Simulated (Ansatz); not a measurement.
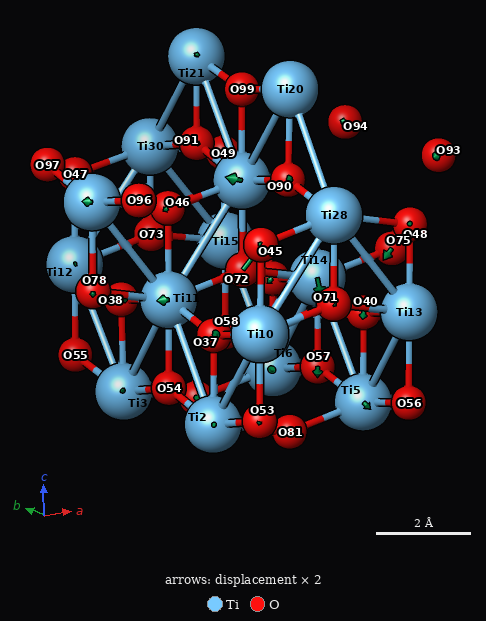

A relaxation of a defect cell of composition Ti$_{35}$O$_{71}$. The starting structure is drawn; green arrows show the displacements, magnified 2 times.

The picture is a ball-and-stick view of the atoms within 5.0 Å of the atom that moves most (axes of the cell of the calculation (origin shifted)), seen from a free direction.

Theory: DFT, PBEsol, PAW, plane waves (Ansatz 0.2.0). Settings: plane-wave cutoff 420 eV; k-point mesh 1 × 1 × 1; mesh shifted by (0.25, 0.25, 0.25); no spin polarisation; atoms relaxed in a fixed cell; force threshold 0.03 eV/Å; at most 80 steps.

Atoms of which element are displaced furthest, and by how much?

Answer. Oxygen: up to 0.42 Å, against 0.27 Å for titanium.

Describe the change and its energy.

Answer. An O atom moves most: 0.42 Å along [1 0 1]. By element the largest moves are O 0.42 Å, Ti 0.27 Å. The cell stays as it was. Some distances before and after: O–Ti 1.913 → 2.436 Å, Ti–Ti 3.062 → 3.456 Å, O–Ti 1.939 → 1.780 Å, O–Ti 1.978 → 1.823 Å. Among the angles between lasting bonds that change: Ti–O–Ti 103.1° → 137.4°, Ti–O–Ti 100.7° → 107.6°, Ti–O–Ti 157.8° → 152.5°. After 8 accepted moves (9 points after the start) the energy has fallen by 3.765 eV per cell of the calculation. The largest force component goes from 4.3 to 0.013 eV/Å. The line search rejected the trial step at point 6 of the run.
